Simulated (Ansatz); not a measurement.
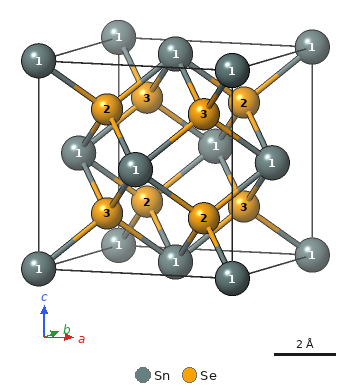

This is the input geometry for a relaxation of solid SnSe₂ (built on the CaF2-225 type type). The picture is a ball-and-stick view of the conventional cell (4 times the calculation's cell), seen slightly off an axis. Lengths and directions refer to the drawn axes.

Computed with DFT, PBEsol, plane waves, PAW (Ansatz 0.2.0).

Input file:
```yaml
crystal:
  lattice:
    - [0.0, 3.4608849, 3.4608849]
    - [3.4608849, 0.0, 3.4608849]
    - [3.4608849, 3.4608849, 0.0]
  atoms:
    - { symbol: Sn, position: [0.0, 0.0, 0.0] }
    - { symbol: Se, position: [0.75, 0.75, 0.75] }
    - { symbol: Se, position: [0.25, 0.25, 0.25] }
kpoints:
  mp_grid: { grid: [6, 6, 6] }
hamiltonian:
  xc: pbesol
scf:
  occupations: { method: fermi_dirac, width: 0.03 }
relax:
  f_tol: 0.01
  cell: {}
  max_steps: 120
```

Run as
```bash
ansatz run input.yaml --threads 2 --pin off --max-ram 29491MiB --backend cpu --events-out ev --progress --plain --runs-dir out
```

Question: Predict the outcome.

Answer: After 3 accepted moves (4 points after the start) the energy has fallen by 20.9 meV per atom. All forces vanish by symmetry, so only the cell relaxes. Pressure: −3.24 GPa at the start and 0.00 GPa at the end. At 1 point the geometry stayed and the basis and grid were re-selected for the new cell (energy shift of 0.3 meV per atom at most each time). No atom moves by more than 0.005 Å relative to the cell. The volume changes by −7.0 %, with a = b = c 6.922 → 6.757 Å (−2.4 %). Among the contacts that change: Sn1–Se2 2.997 → 2.926 Å. The space group stays Fm-3m (No. 225). Cost: 3.7 s on 2 threads of AMD EPYC 7R13 Processor (Zen 3), on a shared host, peak memory 0.53 GiB.

Final geometry:

```xyz
3
Lattice="0.0000 3.3786 3.3786 3.3786 0.0000 3.3786 3.3786 3.3786 0.0000" Properties=species:S:1:pos:R:3 pbc="T T T"
Sn    6.7573    6.7573    6.7573
Se    5.0679    5.0679    5.0679
Se    1.6893    1.6893    1.6893
```

After the run, drawn alike:

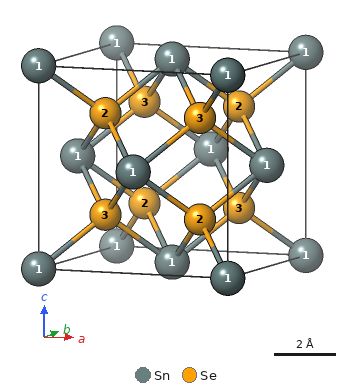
